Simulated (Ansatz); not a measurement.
# AlNi (slab): what the fields show

Input

```
crystal:
  lattice:
    - [2.8631569649, 0.0, 0.0]
    - [0.0, 4.0491154109, 0.0]
    - [0.0, 0.0, 27.1473462328]
  atoms:
    - { symbol: Al, position: [0.0, 0.5, 0.2762700978] }
    - { symbol: Ni, position: [0.5, 0.0, 0.2762700978] }
    - { symbol: Al, position: [0.0, 0.0, 0.3508467319] }
    - { symbol: Ni, position: [0.5, 0.5, 0.3508467319] }
    - { symbol: Al, position: [0.0, 0.5, 0.4254233659] }
    - { symbol: Ni, position: [0.5, 0.0, 0.4254233659] }
    - { symbol: Al, position: [0.0, 0.0, 0.5] }
    - { symbol: Ni, position: [0.5, 0.5, 0.5] }
    - { symbol: Al, position: [0.0, 0.5, 0.5745766341] }
    - { symbol: Ni, position: [0.5, 0.0, 0.5745766341] }
    - { symbol: Al, position: [0.0, 0.0, 0.6491532681] }
    - { symbol: Ni, position: [0.5, 0.5, 0.6491532681] }
    - { symbol: Al, position: [0.0, 0.5, 0.7237299022] }
    - { symbol: Ni, position: [0.5, 0.0, 0.7237299022] }
basis:
  ecutwfc: 500
kpoints:
  mp_grid: { grid: [12, 9, 1] }
hamiltonian:
  xc: r2scan
scf:
  occupations: { method: gaussian, width: 0.1 }
output:
  forces: true
  eigenvalues: true
  write_density: true
  write_potential: true
  elf: true
  volumetric_format: npy
relax:
  adjacent_minimum: "off"
  f_tol: 0.02
  max_steps: 60
efield:
  axis: 3
  dipole_correction: true
```

Run with:

```sh
ansatz run input.yaml --threads 2 --pin off --max-ram 5120MiB --backend cpu --events-out ev --progress --plain --runs-dir out
```

The fields are those of the relaxed geometry.

Computed without spin polarisation.

Level of theory: Ansatz 0.2.0, DFT r2SCAN, scalar-relativistic, plane waves, PAW.

The density is the valence pseudo-density of a PAW calculation; it isn't the true density close to the nuclei.

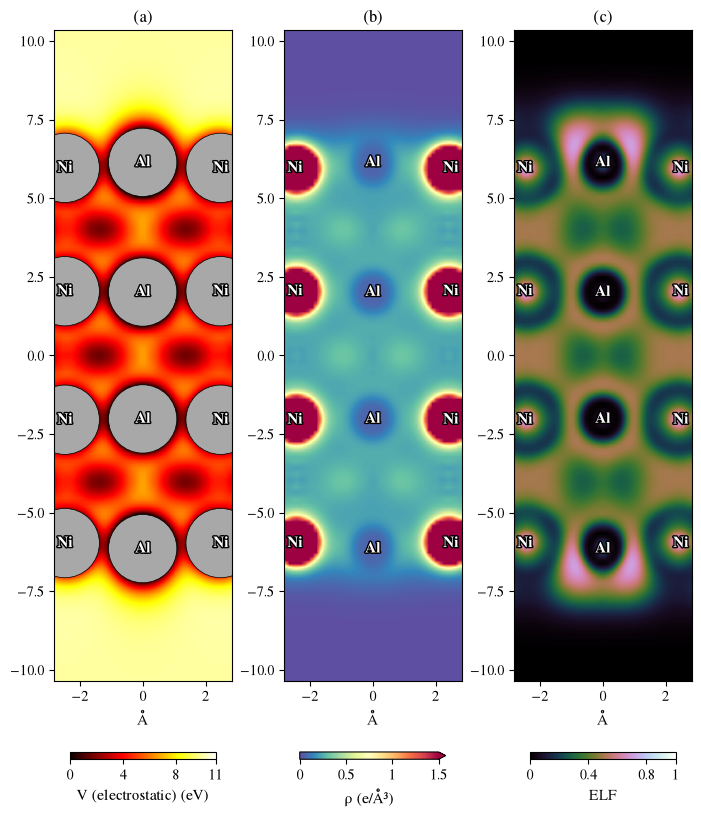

Figure 1. (a) electrostatic potential (local pseudopotential plus Hartree) felt by an electron; (b) valence pseudo-density; (c) ELF on the (11̄0) plane of the calculation cell, a cut from vacuum to vacuum. Grey discs cover the atomic cores in the potential map.

What does the map show?

Answer. The section cuts through Al and Ni sites. Al–Ni (2.49 Å): ρ at the midpoint is about 0.31 e/Å³; the ELF peaks at about 0.60 between the atoms. The density dies away to nearly zero in the vacuum. The features right at Ni lie inside the PAW spheres, where the map follows smoothed inner orbitals and isn't to be read closely. Outside the cores the potential energy rises away from the atoms and is highest in the vacuum; its zero is arbitrary.

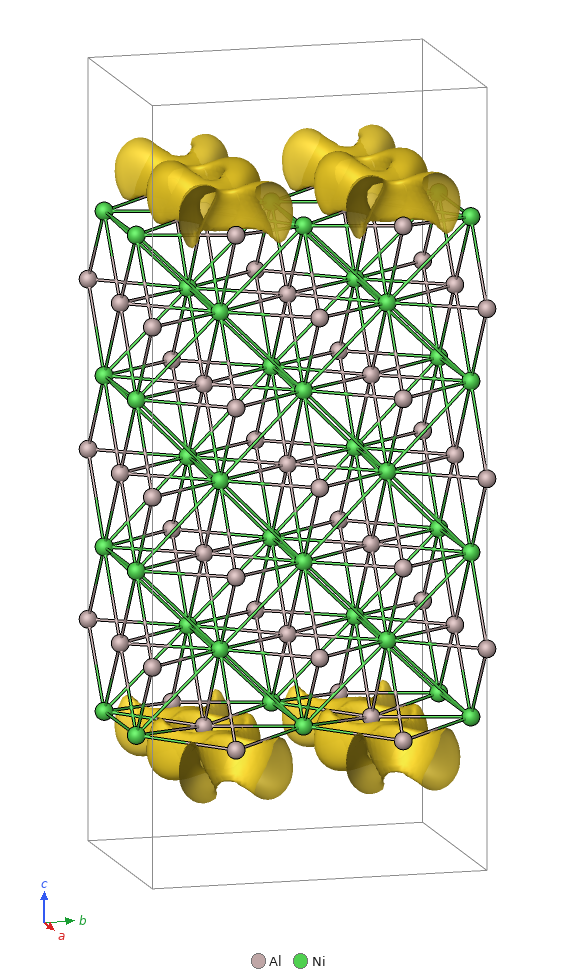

Figure 2. Isosurface of the ELF at 0.6 (yellow), seen slightly off an axis. Only the valence region is drawn (cores and ρ < 0.01 e/Å³ removed). Sticks mark near contacts.

What do the ELF domains correspond to?

Answer. At this value the surface marks out channels that run through the cell in one direction, counted in one cell of 14 atoms. Counts are for one cell; the picture repeats the cell along the surface. Profiles from the grid: Al–Ni (2.39 Å): the ELF is about 0.40 at the midpoint. Ni–Ni (2.80 Å): the ELF is about 0.35 at the midpoint.

Metal or insulator at this level of theory?

Answer. It is gapless in this calculation (a metal or semimetal).
